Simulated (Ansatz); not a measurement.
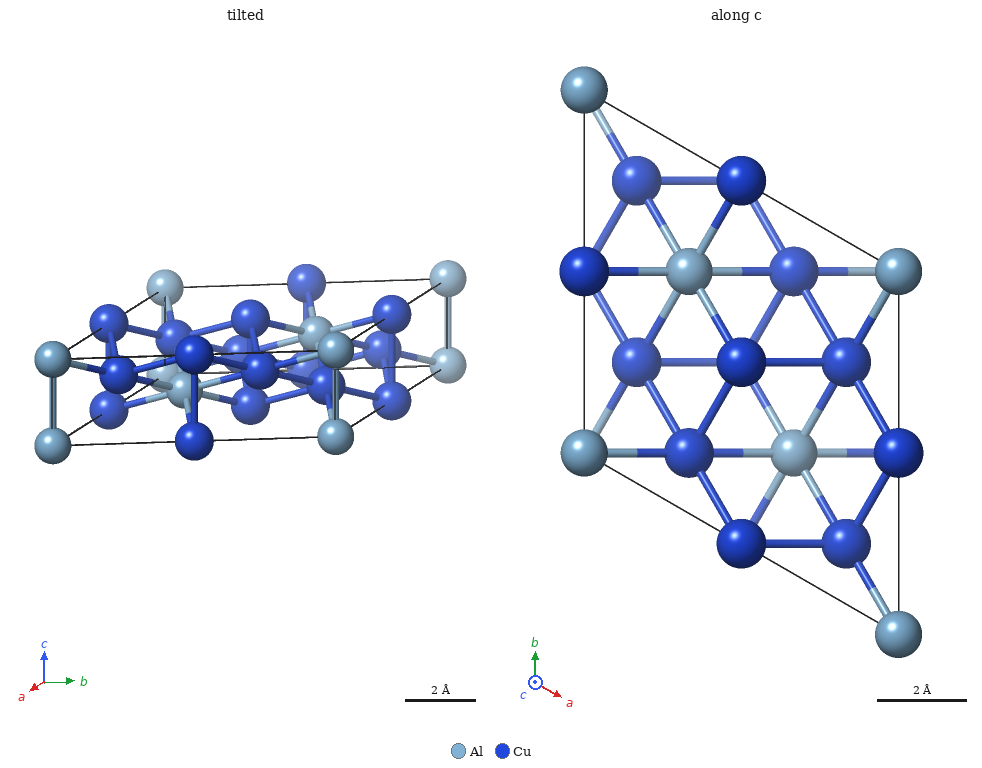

This ball-and-stick model is shown slightly off an axis and along the c axis. Lines trace the edges of the conventional unit cell. Cell: a = 8.23 Å, b = 8.23 Å, c = 2.60 Å, α = 90.00°, β = 90.00°, γ = 120.00°.

Provenance: a structure type filled with these elements by a generator (whether the compound takes this form wasn't checked). Earlier steps of the study may have refined or changed the cell and positions. Ansatz was used for an electronic-structure calculation on it.

**What can be read from this drawing?**

Chemical formula AlCu$_{3}$. It takes space group R-3m (No. 166) on a rhombohedral (trigonal R) lattice. Content of the cell: 3 Al, 9 Cu (Z = 3). Al is coordinated by six Cu and two Al in a cubic arrangement (about 2.5 Å to Cu, 2.6 Å to Al). Cu is linked to six Cu and two Al in a cubic arrangement (about 2.5 to 2.6 Å to Cu, 2.5 Å to Al). The bonds build a three-dimensional framework.

Method used: Ansatz, DFT r2SCAN, scalar-relativistic, plane waves, PAW. It ran with 500 eV cutoff, k-points about 0.14 Å⁻¹ apart, Gaussian smearing of 0.1 eV, no spin polarisation.

**How large a gap does the method give, if there is one?**

A metal: bands cross the Fermi level.

**Predict the Bader charges.**

Al +1.11 e; Cu -0.37 e.

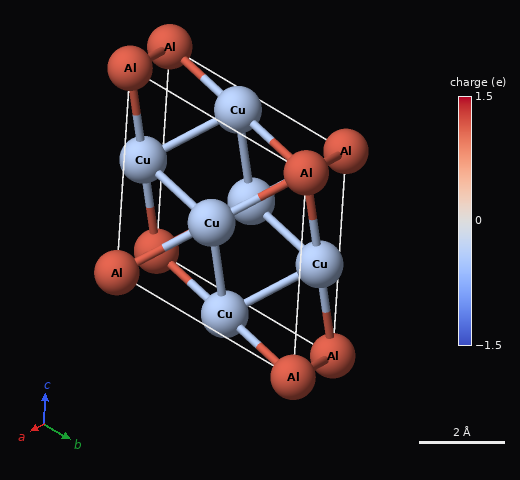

The atoms coloured by those charges. The run's cell of 4 atoms is drawn in a reduced setting, so axes and origin can differ from the first picture.

**Is the structure relaxed at this level of theory?**

No. All forces vanish to within 0.01 eV/Å. The pressure is -5.1 GPa, so the cell would contract.
